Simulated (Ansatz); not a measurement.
**AlFe: density, localisation and related maps**

Input

```
crystal:
  lattice:
    - [2.9102959362, -0.0292479683, -0.0292479683]
    - [-0.0292479683, 2.9102959362, -0.0292479683]
    - [-0.0292479683, -0.0292479683, 2.9102959362]
  atoms:
    - { symbol: Al, position: [0.0, 0.0, 0.0] }
    - { symbol: Fe, position: [0.5, 0.5, 0.5], spin: 0.8 }
magnetization:
  spin_polarized: true
kpoints:
  mp_grid: { grid: [10, 10, 10] }
scf:
  occupations: { method: fermi_dirac, width: 0.025 }
  lower_state_search: "off"
hamiltonian:
  xc: pbe
  pseudopotentials: { kind: paw }
output:
  eigenvalues: false
  eigenstates:
    nscf_kmesh: { grid: [15, 15, 15] }
    top_band: c23
    magnetocrystalline_anisotropy:
      directions:
        - [0.57735027, 0.57735027, 0.57735027]
        - [0.70710678, -0.70710678, 0.0]
        - [0.81649658, -0.40824829, -0.40824829]
  write_density: true
  write_potential: true
  elf: true
  volumetric_format: npy
```

Run with:

```sh
ansatz run input.yaml --threads 2 --pin off --max-ram 4096MiB --backend cpu --events-out ev --progress --plain --runs-dir out
```

Below, planes, directions and counts refer to the conventional cell (a = 4.16 Å, b = 4.16 Å, c = 4.94 Å, α = 90.00°, β = 90.00°, γ = 120.00°).

Space group R-3m; spin-polarised.

Level of theory: Ansatz 0.2.0, DFT, PBE, PAW with Ansatz's default frozen-core files, scalar-relativistic.

The density is the valence pseudo-density of a PAW calculation; it isn't the true density close to the nuclei.

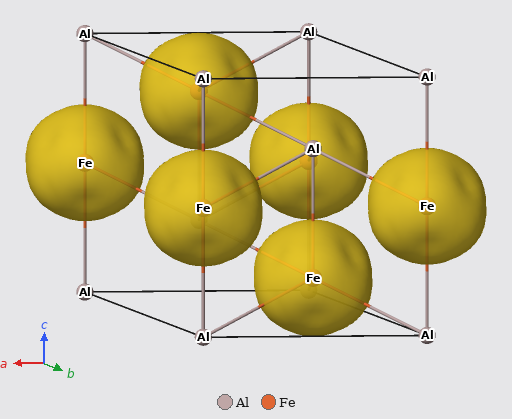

Figure 1. Isosurfaces of the spin density (up minus down) at +0.015 (yellow) and −0.015 e/Å³ (cyan), seen at an oblique angle. Sticks mark near contacts.

Question: Which atoms carry the moments, and with what signs?

Answer: The spin density sits on Fe: +0.8 μB (×3) in one cell of 6 atoms: parallel moments, as they must be, since the calculation's own cell holds one magnetic site. The cell of the calculation (2 atoms) carries 0.8 μB of net spin moment. Only one sign reaches the isovalue.

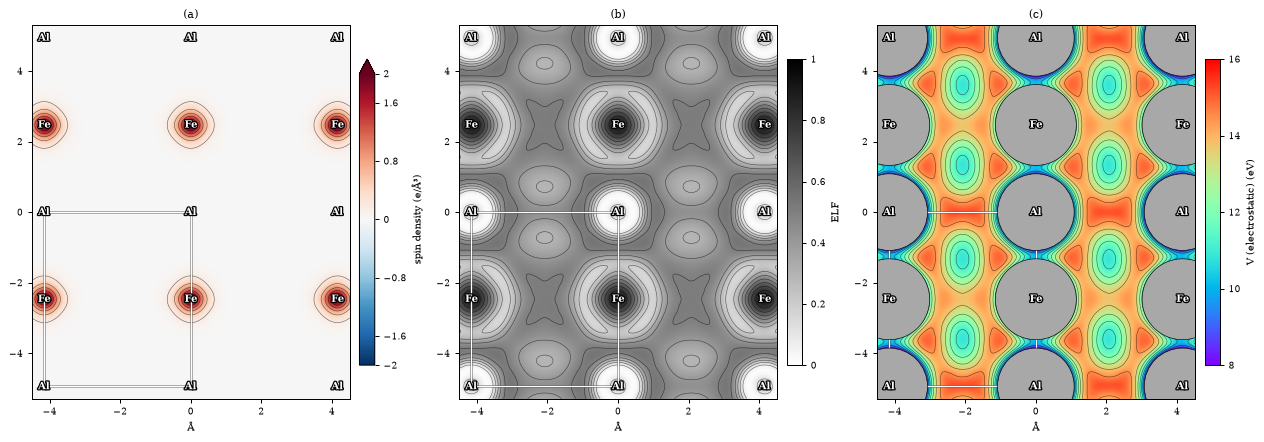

Figure 2. (a) spin density (up minus down); (b) electron localisation function; (c) electrostatic potential energy of an electron on the (010) plane of the conventional cell. Grey discs cover the atomic cores in the potential map.

Question: What do the fields say about this system?

Answer:
- The plane passes through Al and Fe nuclei.
- Al–Fe (2.47 Å): the ELF is about 0.40 at the midpoint.
- The features right at Fe lie inside the PAW spheres, where the map follows smoothed inner orbitals and isn't to be read closely.
- Outside the cores the potential energy rises away from the atoms and is highest about 1.5 Å from the nearest atoms; its zero is arbitrary.

Question: Does the calculation give a band gap?

Answer: It is metallic or semimetallic at this level of theory: no gap opens.
